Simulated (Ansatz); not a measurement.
**Run report: Ni₂Si, geometry relaxation (part 2 of 2)**

Ni₂Si (Pnma, 12 atoms in the cell); DFT PBE, scalar-relativistic, plane waves, PAW, no spin polarisation (Ansatz 0.2.0); cutoff 420 eV, 8×10×6 k-mesh, Gaussian smearing of 0.1 eV. The structure derives from an entry of the Crystallography Open Database.

Geometry of the input (Å; fractional positions):
```
4.9900  0.0000  0.0000
0.0000  3.7200  0.0000
0.0000  0.0000  7.0300
Si 0.2860  0.7500  0.6140
Si 0.7140  0.2500  0.3860
Si 0.2140  0.2500  0.1140
Si 0.7860  0.7500  0.8860
Ni 0.9580  0.7500  0.2030
Ni 0.0420  0.2500  0.7970
Ni 0.5420  0.2500  0.7030
Ni 0.4580  0.7500  0.2970
Ni 0.8250  0.7500  0.5630
Ni 0.1750  0.2500  0.4370
Ni 0.6750  0.2500  0.0630
Ni 0.3250  0.7500  0.9370
```

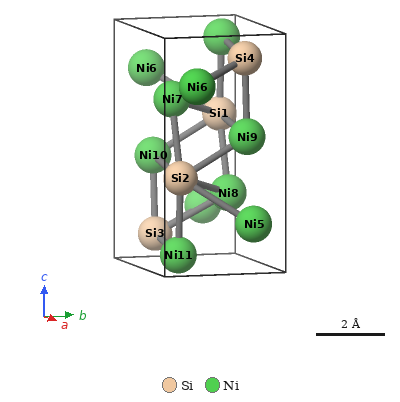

**Figure 1.** The geometry at step 3 of the log (ball-and-stick view of the cell of the calculation, seen slightly off an axis; atoms are numbered from 1 in the order of the input).

Output, continued
```
--- Forces (eV/Å), atoms counted from 1 ---
  atom   1  Si     0.00246681     0.00000000    -0.00012736
  atom   2  Si    -0.00246681     0.00000000     0.00012736
  atom   3  Si    -0.00246681     0.00000000    -0.00012736
  atom   4  Si     0.00246681     0.00000000     0.00012736
  atom   5  Ni    -0.00185441     0.00000000     0.00199079
  atom   6  Ni     0.00185441    -0.00000000    -0.00199079
  atom   7  Ni     0.00185441     0.00000000     0.00199079
  atom   8  Ni    -0.00185441    -0.00000000    -0.00199079
  atom   9  Ni    -0.00169171     0.00000000     0.00053374
  atom  10  Ni     0.00169171     0.00000000    -0.00053374
  atom  11  Ni     0.00169171     0.00000000     0.00053374
  atom  12  Ni    -0.00169171    -0.00000000    -0.00053374
  max |Σ_I F_I| component: 4.34e-18 eV/Å
--- Stress (GPa, compression-positive) ---
        0.020311       0.000000       0.000000
        0.000000       0.029734       0.000000
        0.000000       0.000000      -0.019259
  P = ⅓ Tr σ = 0.0103 GPa (0.103 kbar)
--- Band table (eV; the first three rows and the last of 120) ---
  k-point 0: bands = ["-86.5723", "-86.5719", "-86.5675", "-86.5675", "-86.4184", "-86.4181", "-86.4121", "-86.4120", "-47.0452", "-47.0429", "-47.0410", "-47.0372", "-47.0017", "-46.9919", "-46.9756", "-46.9676", "-46.9458", "-46.9432", "-46.9189", "-46.9169", "-46.8982", "-46.8971", "-46.8961", "-46.8954", "-46.8376", "-46.8343", "-46.8008", "-46.8003", "-46.7772", "-46.7710", "-46.7417", "-46.7411", "4.3802", "6.9461", "6.9905", "8.7791", "10.3717", "10.8502", "11.5958", "11.9729", "12.2845", "12.3537", "12.6077", "12.6584", "12.8578", "12.9285", "13.0782", "13.2366", "13.5693", "13.6241", "13.7172", "13.7942", "13.8641", "13.8815", "14.2936", "14.3953", "14.4262", "14.5895", "14.6309", "14.7548", "14.8400", "14.9045", "15.0580", "15.0844", "15.1143", "15.1403", "15.1432", "15.2633", "15.3769", "15.3867", "15.4174", "15.6073", "15.6581", "15.7269", "15.7960", "15.8904", "16.0366", "16.0654", "16.3827", "16.7636", "17.6350", "17.8409", "18.8364", "19.2220", "19.4475", "19.8696", "20.5364", "20.5595", "21.1195", "21.5075", "22.0453", "22.1874", "23.1124", "23.2439", "23.4069", "24.6294"]
  k-point 1: bands = ["-86.5723", "-86.5719", "-86.5675", "-86.5675", "-86.4184", "-86.4181", "-86.4121", "-86.4120", "-47.0452", "-47.0434", "-47.0404", "-47.0373", "-47.0012", "-46.9929", "-46.9748", "-46.9679", "-46.9456", "-46.9434", "-46.9187", "-46.9170", "-46.8981", "-46.8972", "-46.8960", "-46.8954", "-46.8374", "-46.8345", "-46.8007", "-46.8003", "-46.7768", "-46.7714", "-46.7417", "-46.7412", "4.4603", "6.2538", "7.6861", "8.7866", "10.4085", "10.9069", "11.4033", "11.9272", "12.2356", "12.3148", "12.6550", "12.8129", "12.8521", "12.8954", "13.0418", "13.2829", "13.5424", "13.6037", "13.6092", "13.7403", "13.9171", "14.0215", "14.2480", "14.3524", "14.3706", "14.5082", "14.7667", "14.7670", "14.7986", "14.8557", "15.0630", "15.1242", "15.1274", "15.2198", "15.2371", "15.2602", "15.3615", "15.4141", "15.4361", "15.6259", "15.6553", "15.7289", "15.8182", "15.8633", "16.0264", "16.2387", "16.3124", "16.7239", "17.5645", "17.7840", "18.2297", "18.7615", "20.2100", "20.4975", "20.5217", "20.5286", "20.9895", "21.5170", "21.8136", "22.4637", "23.1279", "23.3450", "23.4224", "24.5335"]
  k-point 2: bands = ["-86.5722", "-86.5720", "-86.5675", "-86.5675", "-86.4183", "-86.4182", "-86.4121", "-86.4120", "-47.0450", "-47.0441", "-47.0394", "-47.0378", "-46.9998", "-46.9951", "-46.9728", "-46.9690", "-46.9452", "-46.9439", "-46.9183", "-46.9173", "-46.8980", "-46.8975", "-46.8958", "-46.8955", "-46.8368", "-46.8351", "-46.8007", "-46.8004", "-46.7756", "-46.7725", "-46.7416", "-46.7413", "4.6985", "5.6137", "8.2903", "8.7783", "10.5115", "11.0419", "11.1028", "11.7371", "12.1803", "12.4024", "12.5448", "12.6977", "12.9842", "13.0058", "13.0637", "13.3551", "13.4159", "13.5101", "13.5470", "13.6639", "13.9906", "14.1571", "14.2281", "14.3037", "14.3661", "14.4651", "14.7637", "14.7734", "14.8607", "14.8700", "15.0509", "15.0845", "15.1576", "15.2466", "15.3124", "15.3309", "15.3608", "15.4933", "15.5024", "15.6317", "15.7066", "15.7121", "15.8260", "15.9906", "16.0287", "16.1322", "16.6276", "16.6489", "16.8546", "17.9459", "18.1087", "18.2720", "20.1232", "20.2068", "20.8834", "21.1205", "21.1576", "21.5274", "21.9509", "23.1429", "23.2270", "23.3731", "23.7286", "24.0211"]
  k-point 119: bands = ["-86.5697", "-86.5697", "-86.5697", "-86.5697", "-86.4152", "-86.4152", "-86.4152", "-86.4152", "-47.0421", "-47.0421", "-47.0421", "-47.0421", "-46.9873", "-46.9873", "-46.9873", "-46.9873", "-46.9370", "-46.9370", "-46.9370", "-46.9370", "-46.8891", "-46.8891", "-46.8891", "-46.8891", "-46.8151", "-46.8151", "-46.8151", "-46.8151", "-46.7604", "-46.7604", "-46.7604", "-46.7604", "7.8291", "7.8291", "7.8291", "7.8291", "9.9282", "9.9282", "9.9282", "9.9282", "12.6114", "12.6114", "12.6114", "12.6114", "13.0552", "13.0552", "13.0552", "13.0552", "13.6283", "13.6283", "13.6283", "13.6283", "14.0534", "14.0534", "14.0534", "14.0534", "14.4339", "14.4339", "14.4339", "14.4339", "14.8253", "14.8253", "14.8253", "14.8253", "15.0432", "15.0432", "15.0432", "15.0432", "15.2787", "15.2787", "15.2787", "15.2787", "15.5717", "15.5717", "15.5717", "15.5717", "16.2734", "16.2734", "16.2734", "16.2734", "17.4735", "17.4735", "17.4735", "17.4735", "19.5455", "19.5455", "19.5455", "19.5455", "22.2169", "22.2169", "22.2169", "22.2169", "23.6866", "23.6866", "23.6866", "23.6866"]
--- Relaxed structure (4 steps of the walk, 4 accepted, 1 SCFs on fresh bases) ---
  F+E_penalty+E_count = -49267.58582360 eV   max|allowed force component| = 2.467e-3 eV/Å   (the final SCF, on the basis selected at the relaxed cell)
  cell:  # Å, volume = 132.5568 Å³
    - [5.0220617809701436, 0.0, 0.0]
    - [0.0, 3.729909355179751, 0.0]
    - [0.0, 0.0, 7.0765535566139395]
  atoms:
    - { symbol: Si, position: [0.286779678755673, 0.75, 0.6147108619500087] }
    - { symbol: Si, position: [0.713220321244327, 0.25, 0.3852891380499911] }
    - { symbol: Si, position: [0.21322032124432705, 0.25, 0.1147108619500088] }
    - { symbol: Si, position: [0.7867796787556731, 0.75, 0.8852891380499912] }
    - { symbol: Ni, position: [0.9593959776254857, 0.75, 0.20384092786063646] }
    - { symbol: Ni, position: [0.04060402237451455, 0.25, 0.7961590721393635] }
    - { symbol: Ni, position: [0.5406040223745148, 0.25, 0.7038409278606365] }
    - { symbol: Ni, position: [0.45939597762548545, 0.75, 0.29615907213936343] }
    - { symbol: Ni, position: [0.8305792014291186, 0.75, 0.5603012839161179] }
    - { symbol: Ni, position: [0.1694207985708815, 0.25, 0.43969871608388206] }
    - { symbol: Ni, position: [0.6694207985708815, 0.25, 0.0603012839161179] }
    - { symbol: Ni, position: [0.33057920142911845, 0.75, 0.9396987160838823] }
```

Trajectory as extended XYZ (Å, eV, eV/Å), 5 frames, from step=1 to step=5
```
12
Lattice="4.9900 0.0000 0.0000 0.0000 3.7200 0.0000 0.0000 0.0000 7.0300" Properties=species:S:1:pos:R:3:forces:R:3 step=1 energy=-49267.53756 pressure_GPa=3.40
Si    1.4271    2.7900    4.3164   -0.0281   0.0000  -0.0516
Si    3.5629    0.9300    2.7136    0.0281   0.0000   0.0516
Si    1.0679    0.9300    0.8014    0.0281   0.0000  -0.0516
Si    3.9221    2.7900    6.2286   -0.0281   0.0000   0.0516
Ni    4.7804    2.7900    1.4271    0.1017   0.0000   0.1958
Ni    0.2096    0.9300    5.6029   -0.1017   0.0000  -0.1958
Ni    2.7046    0.9300    4.9421   -0.1017   0.0000   0.1958
Ni    2.2854    2.7900    2.0879    0.1017   0.0000  -0.1958
Ni    4.1167    2.7900    3.9579    0.2736   0.0000  -0.2350
Ni    0.8732    0.9300    3.0721   -0.2736   0.0000   0.2350
Ni    3.3683    0.9300    0.4429   -0.2736   0.0000  -0.2350
Ni    1.6218    2.7900    6.5871    0.2736   0.0000   0.2350
12
Lattice="5.0077 0.0000 0.0000 0.0000 3.7289 0.0000 0.0000 0.0000 7.0459" Properties=species:S:1:pos:R:3:forces:R:3 step=2 energy=-49267.57014 pressure_GPa=1.57
Si    1.4342    2.7967    4.3274   -0.0249   0.0000  -0.0349
Si    3.5734    0.9322    2.7185    0.0249   0.0000   0.0349
Si    1.0696    0.9322    0.8044    0.0249   0.0000  -0.0349
Si    3.9381    2.7967    6.2415   -0.0249   0.0000   0.0349
Ni    4.8005    2.7967    1.4338    0.0616   0.0000   0.1078
Ni    0.2072    0.9322    5.6122   -0.0616   0.0000  -0.1078
Ni    2.7110    0.9322    4.9567   -0.0616   0.0000   0.1078
Ni    2.2967    2.7967    2.0892    0.0616   0.0000  -0.1078
Ni    4.1412    2.7967    3.9596    0.1721   0.0000  -0.1398
Ni    0.8665    0.9322    3.0863   -0.1721   0.0000   0.1398
Ni    3.3703    0.9322    0.4366   -0.1721   0.0000  -0.1398
Ni    1.6373    2.7967    6.6093    0.1721   0.0000   0.1398
12
Lattice="5.0228 0.0000 0.0000 0.0000 3.7335 0.0000 0.0000 0.0000 7.0678" Properties=species:S:1:pos:R:3:forces:R:3 step=3 energy=-49267.58487 pressure_GPa=0.00
Si    1.4416    2.8001    4.3424   -0.0074   0.0000  -0.0034
Si    3.5812    0.9334    2.7254    0.0074   0.0000   0.0034
Si    1.0698    0.9334    0.8085    0.0074   0.0000  -0.0034
Si    3.9530    2.8001    6.2593   -0.0074   0.0000   0.0034
Ni    4.8187    2.8001    1.4428    0.0093   0.0000   0.0005
Ni    0.2042    0.9334    5.6251   -0.0093   0.0000  -0.0005
Ni    2.7156    0.9334    4.9767   -0.0093   0.0000   0.0005
Ni    2.3073    2.8001    2.0911    0.0093   0.0000  -0.0005
Ni    4.1693    2.8001    3.9618    0.0202   0.0000  -0.0110
Ni    0.8536    0.9334    3.1060   -0.0202   0.0000   0.0110
Ni    3.3650    0.9334    0.4279   -0.0202   0.0000  -0.0110
Ni    1.6578    2.8001    6.6399    0.0202   0.0000   0.0110
12
Lattice="5.0221 0.0000 0.0000 0.0000 3.7299 0.0000 0.0000 0.0000 7.0766" Properties=species:S:1:pos:R:3:forces:R:3 step=4 energy=-49267.58515 pressure_GPa=0.01
Si    1.4402    2.7974    4.3500    0.0025   0.0000  -0.0001
Si    3.5818    0.9325    2.7265   -0.0025   0.0000   0.0001
Si    1.0708    0.9325    0.8118   -0.0025   0.0000  -0.0001
Si    3.9513    2.7974    6.2648    0.0025   0.0000   0.0001
Ni    4.8181    2.7974    1.4425   -0.0019   0.0000   0.0021
Ni    0.2039    0.9325    5.6341    0.0019   0.0000  -0.0021
Ni    2.7149    0.9325    4.9808    0.0019   0.0000   0.0021
Ni    2.3071    2.7974    2.0958   -0.0019   0.0000  -0.0021
Ni    4.1712    2.7974    3.9650   -0.0017   0.0000   0.0005
Ni    0.8508    0.9325    3.1116    0.0017   0.0000  -0.0005
Ni    3.3619    0.9325    0.4267    0.0017   0.0000   0.0005
Ni    1.6602    2.7974    6.6498   -0.0017   0.0000  -0.0005
12
Lattice="5.0221 0.0000 0.0000 0.0000 3.7299 0.0000 0.0000 0.0000 7.0766" Properties=species:S:1:pos:R:3:forces:R:3 step=5 energy=-49267.58582 pressure_GPa=0.01
Si    1.4402    2.7974    4.3500    0.0025   0.0000  -0.0001
Si    3.5818    0.9325    2.7265   -0.0025   0.0000   0.0001
Si    1.0708    0.9325    0.8118   -0.0025   0.0000  -0.0001
Si    3.9513    2.7974    6.2648    0.0025   0.0000   0.0001
Ni    4.8181    2.7974    1.4425   -0.0019   0.0000   0.0020
Ni    0.2039    0.9325    5.6341    0.0019   0.0000  -0.0020
Ni    2.7149    0.9325    4.9808    0.0019   0.0000   0.0020
Ni    2.3071    2.7974    2.0958   -0.0019   0.0000  -0.0020
Ni    4.1712    2.7974    3.9650   -0.0017   0.0000   0.0005
Ni    0.8508    0.9325    3.1116    0.0017   0.0000  -0.0005
Ni    3.3619    0.9325    0.4267    0.0017   0.0000   0.0005
Ni    1.6602    2.7974    6.6498   -0.0017   0.0000  -0.0005
```

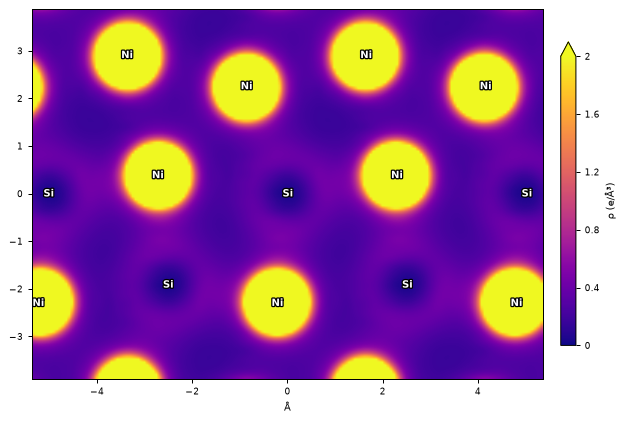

**Figure 2.** Valence pseudo-density on the (010) plane of the conventional cell. Atoms in the plane: Si and Ni. Si–Ni (2.31 Å): the density is about 0.46 e/Å³ at the midpoint. Si–Ni (2.42 Å): ρ is about 0.4 e/Å³ halfway. Away from the nuclei the density in this plane falls to 0.16 e/Å³ at its lowest. Core electrons are frozen (PAW), so the fields are smoothed inside the atomic spheres.

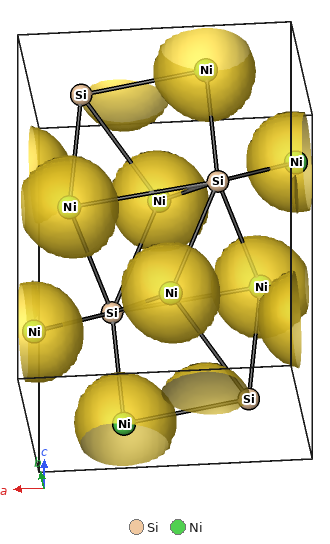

**Figure 3.** Isosurface of the valence electron density at 0.6 e/Å³ (yellow), seen at an oblique angle. Sticks mark near contacts. The outline is the cell set on symmetry axes. At this value the density breaks into separate islands; it holds about 80 % of the electrons treated as valence (semicore included). It is pinched off along the Si–Ni (2.31 Å), Si–Ni (2.42 Å) and Si–Ni (2.58 Å) contacts. On the grid the lowest density along these lines, outside the cores, is 0.44 e/Å³ (Si–Ni, 2.31 Å), 0.39 e/Å³ (Si–Ni, 2.42 Å) and 0.31 e/Å³ (Si–Ni, 2.58 Å).

Key numbers

| quantity | value |
| --- | --- |
| outcome | converged |
| space group (tolerance 0.01 Å) | Pnma (62) |
| electrons treated | 160 |
| free energy | −49267.5858 eV |
| Fermi energy | 16.982 eV |
| gap on the k-point mesh | none (metallic) |
| pressure | 0.01 GPa |
| final volume | 132.56 Å³ |
| largest force (length of the vector) at the end | 0.003 eV/Å |
| final cell | a = 5.022 Å, b = 3.730 Å, c = 7.077 Å, α = 90.00°, β = 90.00°, γ = 90.00° |
| wall time | 2.2 min (CPU time 8.7 min) |
| peak memory | 1.4 GiB |

The run has no spin polarisation, so a magnetic state may lie lower.
